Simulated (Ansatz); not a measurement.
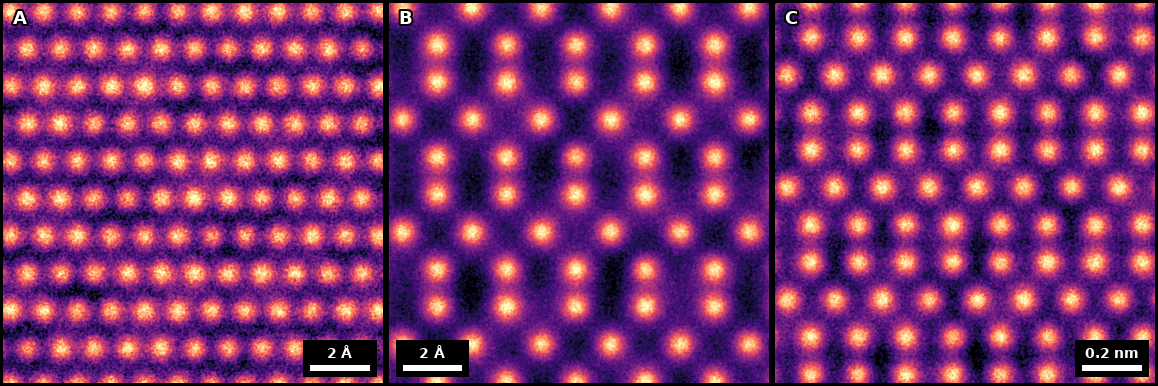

Three views of V (P6/mmm, No. 191) along different zone axes. Simulated as the projected potential of neutral atoms (B = 0.5 Å²) blurred by a 0.50 Å probe, the thin-sample limit of integrated differential phase contrast. The display is stretched by a gamma of 0.8; percentages refer to the linear signal. Shot noise and the speckle of an amorphous layer were added. Structure used: a calculation's starting geometry; the starting structure was generated, so it need not be a known form of this composition.

```cif
data_structure
_symmetry_space_group_name_H-M 'P6/mmm'
_symmetry_Int_Tables_number 191
_cell_length_a 4.4362
_cell_length_b 4.4362
_cell_length_c 2.3722
_cell_angle_alpha 90.000
_cell_angle_beta 90.000
_cell_angle_gamma 120.000
_cell_volume 40.43
loop_
_atom_site_label
_atom_site_type_symbol
_atom_site_symmetry_multiplicity
_atom_site_Wyckoff_symbol
_atom_site_fract_x
_atom_site_fract_y
_atom_site_fract_z
_atom_site_occupancy
V1 V 1 a 0.00000 0.00000 0.00000 1
V2 V 2 d 0.33333 0.66667 0.50000 1
```

### Match the panels to the zone axes [100], [102] and [201].

A is [201]: projected cell 1.15 × 1.40 Å, 114°, plane group c2mm. B is [100]: projected cell 2.37 × 3.84 Å, 90°, plane group p2mm. C is [102]: projected cell 1.62 × 3.84 Å, 90°, plane group p2mm.
